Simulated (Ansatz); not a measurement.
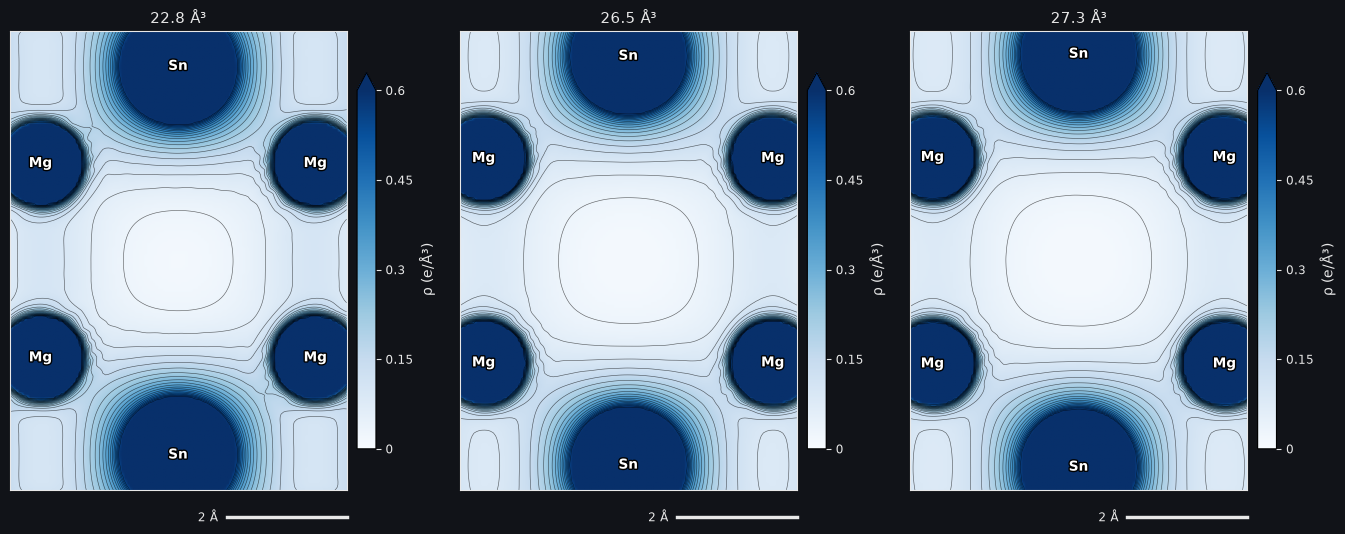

Mg2Sn. The valence electron density of cells scaled evenly to different volumes (given per atom above each panel), on the (011̄) plane of each (indices in the axes of the cell below), at one length scale and on one colour scale.

Started from the antifluorite prototype, which need not be the ambient phase.

Level of theory: Ansatz 0.2.0, DFT, r2SCAN with spin-orbit coupling, plane waves, PAW.

Core electrons are frozen (PAW), and the valence fields are smoothed inside the atomic spheres.

The largest cell:

```
CELL_PARAMETERS angstrom
0.00000 3.48133 3.48133
3.48133 0.00000 3.48133
3.48133 3.48133 0.00000
ATOMIC_POSITIONS crystal
Sn 0.00000 0.00000 0.00000
Mg 0.25000 0.25000 0.25000
Mg 0.75000 0.75000 0.75000
```

| volume (Å³/atom) | Mg–Sn contact in the plane (Å) | ρ at its midpoint (e/Å³) | pressure (GPa) | 
| --- | --- | --- | --- |
| 22.77 | 2.810 | 0.252 | 7.2 | 
| 24.23 | 2.869 | ? | ? | 
| 26.52 | 2.956 | 0.210 | −1.3 | 
| 27.32 | 2.986 | 0.202 | −2.4 | 
| 28.13 | 3.015 | 0.195 | −3.4 | 

### Estimate the missing row, and compare with the calculation.

Over the known rows ln ρ falls by 1.25 per Å of Mg–Sn distance (a least-squares line), which gives 0.234 e/Å³ at 2.869 Å; the calculation gives 0.234 e/Å³. For the pressure, a straight line in volume between the neighbouring rows gives 3.9 GPa; the calculation gives 3.1, lower because pressure rises ever faster on compression.
